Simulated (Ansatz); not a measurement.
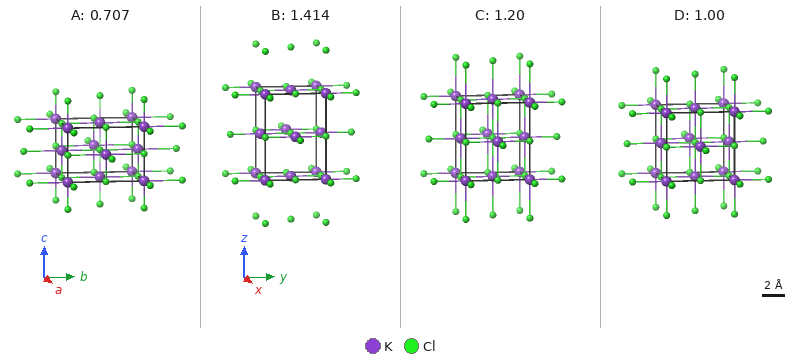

A crystal of KCl (Fm-3m): the ratio of the cell's length along z to its lengths across, counted as 1 for the reference, is changed at fixed volume (a tetragonal or Bain path), with the atoms kept at their fractional coordinates. x, y and z are the Cartesian axes of the input. Style: ball-and-stick. Shown: the conventional cell (4 times the calculation's cell), along the a axis, with a slight tilt. Lengths and directions refer to the drawn axes.

Computed with DFT LDA, scalar-relativistic, plane waves, PAW in Ansatz 0.2.0. Set-up: plane-wave cutoff 420 eV; k-point mesh 8 × 8 × 8; occupations gaussian; smearing width 0.05 eV; no spin polarisation. Energies (free energies at the smearing named) are counted from the cell as listed in its source, which wasn't relaxed.

Order these geometries by energy, lowest first.

Answer. Lowest first: D (the relative ratio 1.00, 0 meV/atom), C (the relative ratio 1.20, 46 meV/atom), B (the relative ratio 1.414, 165 meV/atom), A (the relative ratio 0.707, 459 meV/atom). Over the whole scan: the lowest computed point lies at the relative ratio 1.00 (0 meV/atom). At the ends of the scan the energy is 459 meV/atom (0.707) and 165 meV/atom (1.414). The unrelaxed reference is under a pressure of −2.1 GPa. The distortion takes the space group from Fm-3m to I4/mmm. At the relative ratio 1.414 the cell of the drawing goes a 6.312 → 5.624 Å, b 6.312 → 5.624 Å, c 6.312 → 7.952 Å.
